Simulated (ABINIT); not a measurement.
**Hubbard response calculation of CoO (part 4 of 4)**

The same run, continued: CoO (P4/nmm, 4 atoms in the cell); Kohn-Sham DFT of a periodic cell, LDA-Teter, DFT+U, JTH PAW LDA v2.0, spin-polarised (ABINIT 10.8.3); cutoff 598.65 eV, 4×4×3 k-mesh, fermi-dirac of 0.05 eV, collinear spins. The structure was built on a prototype by a generator; it need not be a known phase.

Geometry of the input (Å; fractional positions):
```
3.1979  0.0000  0.0000
0.0000  3.1979  0.0000
0.0000  0.0000  4.6823
Co 0.0000  0.0000  0.0000
Co 0.5000  0.5000  0.0000
O  0.5000  0.0000  0.2670
O  0.0000  0.5000  0.7330
```

What the program printed, continued:
```
 Real(R)+Recip(G) space primitive vectors, cartesian coordinates (Bohr,Bohr^-1):
 R(1)=  6.0430761  0.0000000  0.0000000  G(1)=  0.1654786  0.0000000  0.0000000
 R(2)=  0.0000000  6.0430761  0.0000000  G(2)=  0.0000000  0.1654786  0.0000000
 R(3)=  0.0000000  0.0000000  8.8482175  G(3)=  0.0000000  0.0000000  0.1130171
 Unit cell volume ucvol=  3.2312601E+02 bohr^3
 Angles (23,13,12)=  9.00000000E+01  9.00000000E+01  9.00000000E+01 degrees

 Coarse grid specifications (used for wave-functions):

 getcut: wavevector=  0.0000  0.0000  0.0000  ngfft=  27  27  40
         ecut(hartree)=     22.000   => boxcut(ratio)=   2.03769

 Fine grid specifications (used for densities):

 getcut: wavevector=  0.0000  0.0000  0.0000  ngfft=  40  40  54
         ecut(hartree)=     44.000   => boxcut(ratio)=   2.04384
--------------------------------------------------------------------------------

-inwffil : will read wavefunctions from disk file runi_DS3_WFK

 ******************************************
 DFT+U Method used: FLL
 ******************************************

================================================================================

--- !BeginCycle
iteration_state: {dtset: 3, }
solver: {iscf: 17, nstep: 120, nline: 4, wfoptalg: 10, }
tolerances: {tolvrs: 1.00E-09, }
...

     iter   Etot(hartree)      deltaE(h)  residm     nres2   difmagsph maxmagsph
 ETOT  1  -324.99229186426    -3.250E+02 4.078E-06 5.216E-02 2.575E+00 2.575E+00
 ETOT  2  -324.99247252112    -1.807E-04 3.885E-04 2.614E-01 7.159E-02 2.579E+00
 ETOT  3  -324.99222365372     2.489E-04 5.380E-04 3.100E-03 5.372E-02 2.557E+00
 ETOT  4  -324.99224313457    -1.948E-05 8.283E-06 5.663E-03 2.078E-03 2.559E+00
 ETOT  5  -324.99223743449     5.700E-06 2.094E-05 4.979E-04 1.011E-02 2.549E+00
 ETOT  6  -324.99223775416    -3.197E-07 1.492E-05 6.394E-05 1.824E-03 2.551E+00
 ETOT  7  -324.99223807654    -3.224E-07 7.015E-06 8.319E-05 1.555E-04 2.551E+00
 ETOT  8  -324.99223808253    -5.990E-09 1.610E-05 8.404E-05 5.154E-06 2.551E+00
 ETOT  9  -324.99223827719    -1.947E-07 6.809E-06 3.383E-04 1.667E-03 2.553E+00
 ETOT 10  -324.99223826407     1.312E-08 7.816E-06 3.585E-04 2.529E-04 2.553E+00
 ETOT 11  -324.99223831971    -5.563E-08 3.711E-06 4.379E-04 3.627E-04 2.553E+00
 ETOT 12  -324.99223824886     7.084E-08 7.665E-06 3.341E-04 2.155E-04 2.553E+00
 ETOT 13  -324.99223830277    -5.390E-08 4.061E-06 4.266E-04 1.388E-04 2.553E+00
 ETOT 14  -324.99223863550    -3.327E-07 7.338E-06 1.022E-03 8.193E-04 2.554E+00
 ETOT 15  -324.99223803198     6.035E-07 2.829E-06 4.116E-06 2.229E-03 2.552E+00
 ETOT 16  -324.99223807498    -4.299E-08 6.453E-06 4.016E-06 1.248E-04 2.551E+00
 ETOT 17  -324.99223807667    -1.697E-09 2.709E-06 2.857E-06 5.206E-05 2.551E+00
 ETOT 18  -324.99223807775    -1.080E-09 6.265E-06 3.444E-07 9.424E-05 2.552E+00
 ETOT 19  -324.99223808161    -3.858E-09 2.606E-06 1.811E-07 1.263E-05 2.552E+00
 ETOT 20  -324.99223808246    -8.497E-10 5.571E-06 2.174E-07 1.347E-05 2.552E+00
 ETOT 21  -324.99223808222     2.386E-10 2.441E-06 7.540E-08 3.062E-05 2.552E+00
 ETOT 22  -324.99223808298    -7.595E-10 4.867E-06 6.004E-08 3.779E-06 2.552E+00
 ETOT 23  -324.99223808441    -1.428E-09 2.959E-06 5.573E-08 6.919E-06 2.552E+00
 ETOT 24  -324.99223808453    -1.211E-10 6.272E-06 3.440E-08 4.745E-06 2.552E+00
 ETOT 25  -324.99223808473    -1.939E-10 2.912E-06 3.475E-08 4.675E-06 2.552E+00
 ETOT 26  -324.99223808588    -1.154E-09 5.957E-06 5.437E-08 7.174E-06 2.552E+00
 ETOT 27  -324.99223808633    -4.513E-10 3.201E-06 5.913E-08 4.762E-06 2.552E+00
 ETOT 28  -324.99223808756    -1.234E-09 5.581E-06 6.723E-08 7.486E-06 2.552E+00
 ETOT 29  -324.99223808780    -2.400E-10 3.322E-06 2.928E-08 8.615E-06 2.552E+00
 ETOT 30  -324.99223808827    -4.644E-10 5.235E-06 7.866E-09 4.077E-06 2.552E+00
 ETOT 31  -324.99223808833    -5.866E-11 3.191E-06 5.813E-09 1.652E-06 2.552E+00
 ETOT 32  -324.99223808837    -4.337E-11 4.887E-06 3.813E-09 4.623E-06 2.552E+00
 ETOT 33  -324.99223808838    -6.594E-12 3.071E-06 2.794E-09 3.103E-06 2.552E+00
 ETOT 34  -324.99223808840    -2.080E-11 4.645E-06 9.417E-10 1.603E-06 2.552E+00

 At SCF step   34       nres2   =  9.42E-10 < tolvrs=  1.00E-09 =>converged.

 Cartesian components of stress tensor (hartree/bohr^3)
  sigma(1 1)= -2.71484338E-04  sigma(3 2)= -9.82543439E-11
  sigma(2 2)= -2.71482977E-04  sigma(3 1)=  2.53977648E-10
  sigma(3 3)=  7.03913729E-04  sigma(2 1)= -5.70179296E-11

--- !ResultsGS
iteration_state: {dtset: 3, }
comment   : Summary of ground state results
lattice_vectors:
- [  6.0430761,   0.0000000,   0.0000000, ]
- [  0.0000000,   6.0430761,   0.0000000, ]
- [  0.0000000,   0.0000000,   8.8482175, ]
lattice_lengths: [   6.04308,    6.04308,    8.84822, ]
lattice_angles: [ 90.000,  90.000,  90.000, ] # degrees, (23, 13, 12)
lattice_volume:   3.2312601E+02
convergence: {deltae: -2.080E-11, res2:  9.417E-10, residm:  4.645E-06, diffor: null, }
etotal    :  -3.24992238E+02
entropy   :   0.00000000E+00
fermie    :   2.15855789E-01
cartesian_stress_tensor: # hartree/bohr^3
- [ -2.71484338E-04,  -5.70179296E-11,   2.53977648E-10, ]
- [ -5.70179296E-11,  -2.71482977E-04,  -9.82543439E-11, ]
- [  2.53977648E-10,  -9.82543439E-11,   7.03913729E-04, ]
pressure_GPa:  -1.5784E+00
xred      :
- [  0.0000E+00,   0.0000E+00,   0.0000E+00, Co]
- [  5.0000E-01,   5.0000E-01,   0.0000E+00, Co]
- [  5.0000E-01,   0.0000E+00,   2.6700E-01,  O]
- [  0.0000E+00,   5.0000E-01,   7.3300E-01,  O]
cartesian_forces: # hartree/bohr
- [ -1.70298061E-07,   4.31856217E-08,  -8.47578551E-08, ]
- [  1.64078550E-07,   3.58586114E-08,   9.62577160E-08, ]
- [ -7.16509009E-08,  -3.61447837E-08,  -3.89711799E-02, ]
- [  7.78704128E-08,  -4.28994494E-08,   3.89711684E-02, ]
force_length_stats: {min:   1.93579850E-07, max:   3.89711799E-02, mean:   1.94856843E-02, }
...

 Integrated electronic and magnetization densities in atomic spheres:
 ------------------------------------------------------------------------------------------------------------
 Radius=ratsph(iatom), smearing ratsm=  0.0000. Diff(up-dn)=approximate z local magnetic moment.
    Atom    Radius    up_density   dn_density  Total(up+dn)  Diff(up-dn)
    1 Co   2.10903     9.040128     6.488573     15.528702     2.551555
    2 Co   2.10903     9.037930     6.500896     15.538826     2.537034
    3  O   1.41465     2.414965     2.013299      4.428263     0.401666
    4  O   1.41465     2.414965     2.013299      4.428263     0.401666
 ------------------------------------------------------------------------------------------------------------
  Sum:                22.907988    17.016067     39.924054     5.891921
 Total magnetization (from the atomic spheres):                5.891921
 Total magnetization (exact up - dn):                          5.999908

 ---------- DFT+U DATA ---------------------------------------------------

 ====== For Atom     1, occupations for correlated orbitals. lpawu =   2

 Atom   1. Occ. for lpawu and for spin  1 =   4.69304
 Atom   1. Occ. for lpawu and for spin  2 =   2.12585
 => On atom   1,  local Mag. for lpawu is       -2.567189

 == Occupation matrix for correlated orbitals:

 Occupation matrix for spin  1
     0.92912   -0.00000   -0.00000    0.00000    0.00000
    -0.00000    0.94356    0.00000   -0.00000   -0.00000
    -0.00000    0.00000    0.93556    0.00000    0.00000
     0.00000   -0.00000    0.00000    0.94356   -0.00000
     0.00000   -0.00000    0.00000   -0.00000    0.94122

 Occupation matrix for spin  2
     0.56682    0.00000    0.00000    0.00000   -0.00000
     0.00000    0.26642    0.00000    0.00000    0.00000
     0.00000    0.00000    0.78987   -0.00000   -0.00000
     0.00000    0.00000   -0.00000    0.26642    0.00000
    -0.00000    0.00000   -0.00000    0.00000    0.23631

 ====== For Atom     2, occupations for correlated orbitals. lpawu =   2

 Atom   2. Occ. for lpawu and for spin  1 =   4.69409
 Atom   2. Occ. for lpawu and for spin  2 =   2.13988
 => On atom   2,  local Mag. for lpawu is       -2.554203

 == Occupation matrix for correlated orbitals:

 Occupation matrix for spin  1
     0.92919   -0.00000    0.00000   -0.00000    0.00000
    -0.00000    0.94385   -0.00000   -0.00000    0.00000
     0.00000   -0.00000    0.93577    0.00000    0.00000
    -0.00000   -0.00000    0.00000    0.94385   -0.00000
     0.00000    0.00000    0.00000   -0.00000    0.94143

 Occupation matrix for spin  2
     0.57055    0.00000   -0.00000   -0.00000   -0.00000
     0.00000    0.26793    0.00000   -0.00000    0.00000
    -0.00000    0.00000    0.79193   -0.00000   -0.00000
    -0.00000   -0.00000   -0.00000    0.26793    0.00000
    -0.00000    0.00000   -0.00000    0.00000    0.24155

 ---------- calculate U, (J) start ----------

 All pawujat  ok and equal to   1
 macro_uj=1 and nspden=2: standard determination of Hubbard U-parameter

*********************************************************************
************************  Linear Response U  ************************

 Info printed for perturbed atom:    1

  Perturbations           Occupations
 --------------- -----------------------------
    alpha [eV]     Unscreened      Screened
 --------------- -----------------------------
   0.0000000000   6.8320248960   6.8320248960
   0.1000000000   6.8129393695   6.8188870693

                    Scalar response functions:
                    Chi0 [eV^-1]:     -0.42412
                    Chi [eV^-1]:      -0.13138

 The scalar U from the two-point regression scheme is   5.25380 eV.
*********************************************************************
*********************************************************************
Note: For more reliable linear regressions of the response
matrices, it is advised that you have more than two points.
See the LRUJ protocol for more information.

 URES      ii    nat       r_max    U(J)[eV]   U_ASA[eV]   U_inf[eV]
 URES       1      2     4.27310     2.76396     2.29147     2.07575
 URES       2     16    12.30160     4.83756     4.01058     3.63304
 URES       3     54    15.57640     5.04452     4.18216     3.78847
 URES       4    128    24.60310     5.09090     4.22061     3.82329
 URES       5    250    27.74250     5.10707     4.23402     3.83544

 ---------- calculate U, (J) end --------------

================================================================================

 ----iterations are completed or convergence reached----

 Mean square residual over all n,k,spin=   29.323E-09; max=  46.448E-07
 reduced coordinates (array xred) for    4 atoms
       0.000000000000      0.000000000000      0.000000000000
       0.500000000000      0.500000000000      0.000000000000
       0.500000000000      0.000000000000      0.267000000000
       0.000000000000      0.500000000000      0.733000000000
 rms dE/dt=  1.4077E-01; max dE/dt=  3.4483E-01; dE/dt below (all hartree)
    1       0.000000999960     -0.000000176862      0.000000777152
    2      -0.000001020703     -0.000000132584     -0.000000824513
    3       0.000000403828      0.000000302538      0.344825503155
    4      -0.000000499741      0.000000343357     -0.344825347009

 cartesian coordinates (angstrom) at end:
    1      0.00000000000000     0.00000000000000     0.00000000000000
    2      1.59892907000000     1.59892907000000     0.00000000000000
    3      1.59892907000000     0.00000000000000     1.25016743835000
    4      0.00000000000000     1.59892907000000     3.43210761165000

 cartesian forces (hartree/bohr) at end:
    1     -0.00000017029806     0.00000004318562    -0.00000008475786
    2      0.00000016407855     0.00000003585861     0.00000009625772
    3     -0.00000007165090    -0.00000003614478    -0.03897117993793
    4      0.00000007787041    -0.00000004289945     0.03897116843807
 frms,max,avg= 1.5909915E-02 3.8971180E-02   4.826E-09 -1.392E-08 -3.074E-09 h/b

 cartesian forces (eV/Angstrom) at end:
    1     -0.00000875707841     0.00000222069395    -0.00000435842415
    2      0.00000843725825     0.00000184392394     0.00000494977077
    3     -0.00000368443746    -0.00000185863951    -2.00397864575909
    4      0.00000400425762    -0.00000220597838     2.00397805441246
 frms,max,avg= 8.1812074E-01 2.0039786E+00   2.482E-07 -7.157E-07 -1.581E-07 e/A
 length scales=  1.889726125908  1.889726125908  1.889726125908 bohr
              =  1.000000000000  1.000000000000  1.000000000000 angstroms
 Fermi (or HOMO) energy (hartree) =   0.21586   Average Vxc (hartree)=  -0.39951
 Magnetization (Bohr magneton)=  5.99997062E+00
 Total spin up =  2.59999853E+01   Total spin down =  2.00000147E+01
 Eigenvalues (hartree) for nkpt=  26  k points, SPIN UP:
 kpt#   1, nband= 29, wtk=  0.02083, kpt=  0.0000  0.0000  0.0000 (reduced coord)
  -3.32653   -3.32024   -2.00518   -2.00518   -1.99012   -1.99012   -1.97208   -1.96666
  -0.46759   -0.44176   -0.06393   -0.05215   -0.04386   -0.03174   -0.03174    0.03815
   0.03815    0.07841    0.09626    0.11440    0.12769    0.13119    0.13119    0.17975
   0.20078    0.20078    0.24186    0.43424    0.61401
      occupation numbers for kpt#   1
   1.00000    1.00000    1.00000    1.00000    1.00000    1.00000    1.00000    1.00000
   1.00000    1.00000    1.00000    1.00000    1.00000    1.00000    1.00000    1.00000
   1.00000    1.00000    1.00000    1.00000    1.00000    1.00000    1.00000    1.00000
   0.99973    0.99973    0.00000    0.00000    0.00000
 prteigrs : prtvol=0 or 1, do not print more k-points.

 Eigenvalues (hartree) for nkpt=  26  k points, SPIN DOWN:
 kpt#   1, nband= 29, wtk=  0.02083, kpt=  0.0000  0.0000  0.0000 (reduced coord)
  -3.21521   -3.20907   -1.89536   -1.89536   -1.87901   -1.87901   -1.87053   -1.86518
  -0.44067   -0.40960   -0.00946    0.05538    0.07877    0.07962    0.07962    0.11121
   0.11121    0.18068    0.18974    0.24104    0.26171    0.27650    0.28970    0.28970
   0.29304    0.31293    0.31293    0.47716    0.64033
      occupation numbers for kpt#   1
   1.00000    1.00000    1.00000    1.00000    1.00000    1.00000    1.00000    1.00000
   1.00000    1.00000    1.00000    1.00000    1.00000    1.00000    1.00000    1.00000
   1.00000    1.00000    1.00000    0.00000    0.00000    0.00000    0.00000    0.00000
   0.00000    0.00000    0.00000    0.00000    0.00000
 prteigrs : prtvol=0 or 1, do not print more k-points.

--- !EnergyTerms
iteration_state     : {dtset: 3, }
comment             : Components of total free energy in Hartree
kinetic             :  3.84315418871257E+01
hartree             :  1.29872026068192E+02
xc                  : -1.19133135899459E+01
Ewald energy        : -1.59131711457793E+02
psp_core            :  5.45066387090904E+00
local_psp           : -3.80585816649976E+02
PAW spherical_terms :  5.28598350641117E+01
internal            : -3.25016774807376E+02
'-kT*entropy'       : -5.18224424873688E-04
total_energy        : -3.25017293031800E+02
total_energy_eV     : -8.84417109731151E+03
...

--- !EnergyTermsDC
iteration_state     : {dtset: 3, }
comment             : '"Double-counting" decomposition of free energy'
band_energy         : -3.59579833491553E+01
Ewald energy        : -1.59131711457793E+02
psp_core            :  5.45066387090904E+00
xc_dc               : -1.26183253070196E+02
PAW spherical_terms : -9.16943585773909E+00
internal            : -3.24991719863974E+02
'-kT*entropy'       : -5.18224424873688E-04
total_energy_dc     : -3.24992238088398E+02
total_energy_dc_eV  : -8.84348931756923E+03
...

--- !EnergyTermsWithPAWCore
iteration_state     : {dtset: 3, }
comment             : 'Components of total free energy, including PAW core contributions'
Total energy        : -2.93152413580115E+03
Total energy DC     : -2.93149908085775E+03
Total energy (eV)   : -7.97708355487008E+04
Total energy DC (eV): -7.97701537689585E+04
...

 Cartesian components of stress tensor (hartree/bohr^3)
  sigma(1 1)= -2.71484338E-04  sigma(3 2)= -9.82543439E-11
  sigma(2 2)= -2.71482977E-04  sigma(3 1)=  2.53977648E-10
  sigma(3 3)=  7.03913729E-04  sigma(2 1)= -5.70179296E-11

-Cartesian components of stress tensor (GPa)         [Pressure= -1.5784E+00 GPa]
- sigma(1 1)= -7.98734499E+00  sigma(3 2)= -2.89074260E-06
- sigma(2 2)= -7.98730493E+00  sigma(3 1)=  7.47228037E-06
- sigma(3 3)=  2.07098569E+01  sigma(2 1)= -1.67752541E-06

== END DATASET(S) ==============================================================
================================================================================

 -outvars: echo values of variables after computation  --------
            acell      1.8897261259E+00  1.8897261259E+00  1.8897261259E+00 Bohr
           etotal1    -3.2504245255E+02
           etotal2    -3.2500477360E+02
           etotal3    -3.2499223809E+02
            fcart1    -2.2042444413E-08  1.3651562329E-08  1.3972914919E-08
                       1.7063569559E-08 -1.8801942353E-08  2.1148727507E-09
                       6.6740363857E-09  1.8329580082E-09 -3.9287471966E-02
                      -1.6951615319E-09  3.3174220166E-09  3.9287455879E-02
            fcart2     1.7149781834E-07 -5.4582880123E-08 -8.7109722173E-08
                      -1.7978147610E-07  6.1942318865E-08  9.7962590356E-08
                      -1.0637888123E-07 -3.5290452059E-08 -3.9052097060E-02
                       1.1466253899E-07  2.7931013316E-08  3.9052086207E-02
            fcart3    -1.7029806140E-07  4.3185621685E-08 -8.4757855143E-08
                       1.6407854954E-07  3.5858611422E-08  9.6257715991E-08
                      -7.1650900907E-08 -3.6144783679E-08 -3.8971179938E-02
                       7.7870412767E-08 -4.2899449428E-08  3.8971168438E-02
            rprim      3.1978581400E+00  0.0000000000E+00  0.0000000000E+00
                       0.0000000000E+00  3.1978581400E+00  0.0000000000E+00
                       0.0000000000E+00  0.0000000000E+00  4.6822750500E+00
           strten1    -2.6230460519E-04 -2.6230470597E-04  7.0898724170E-04
                       9.3306676093E-12 -1.0391519513E-11 -1.1477562956E-11
           strten2    -2.6927828532E-04 -2.6927668954E-04  7.0517446252E-04
                      -1.6946007756E-11  1.1142094118E-11 -6.8068102552E-11
           strten3    -2.7148433808E-04 -2.7148297652E-04  7.0391372932E-04
                      -9.8254343868E-11  2.5397764769E-10 -5.7017929643E-11
           xangst      0.0000000000E+00  0.0000000000E+00  0.0000000000E+00
                       1.5989290700E+00  1.5989290700E+00  0.0000000000E+00
                       1.5989290700E+00  0.0000000000E+00  1.2501674383E+00
                       0.0000000000E+00  1.5989290700E+00  3.4321076117E+00
             xred      0.0000000000E+00  0.0000000000E+00  0.0000000000E+00
                       5.0000000000E-01  5.0000000000E-01  0.0000000000E+00
                       5.0000000000E-01  0.0000000000E+00  2.6700000000E-01
                       0.0000000000E+00  5.0000000000E-01  7.3300000000E-01
 Calculation completed.
```

File lruj.log:
```
.Version 10.8.3 of LRUJ
--------------------------------------------------------|---------------------------------------
 Linear:        -0.4245136    -0.1313661     5.2566745  |    0.0000182    0.0000009    0.0001134
 Quadratic:     -0.4244894    -0.1313671     5.2564827  |    0.0000054    0.0000005    0.0000432
*************************************************************************************************
*************************************************************************************************
```

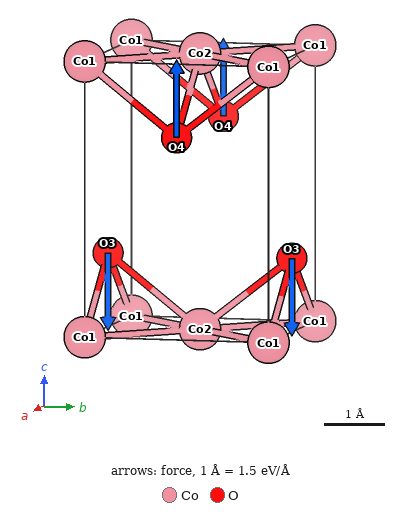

Forces on the atoms as blue arrows (ball-and-stick view of the cell of the calculation, seen slightly off an axis; atoms are numbered from 1 in the order of the input). The largest act on O3, O4 (2.01 eV/Å). 

Results in brief:

```csv
quantity,value
outcome,converged
space group (tolerance 0.01 Å),P4/nmm (129)
electrons treated,46
free energy,−8844.1719 eV
Fermi energy of the self-consistent step,5.855 eV
gap on the k-point mesh,none (metallic)
net moment of the cell,6.00 μB
pressure,−1.69 GPa
largest force (length of the vector),2.012 eV/Å
wall time,12 min
peak memory,0.14 GiB
```

Notes:

Points of doubt noted for this run: cell small for linear response; cutoff too low for stress. The k-point mesh is coarse for a cell of this size, so the results may not be converged.
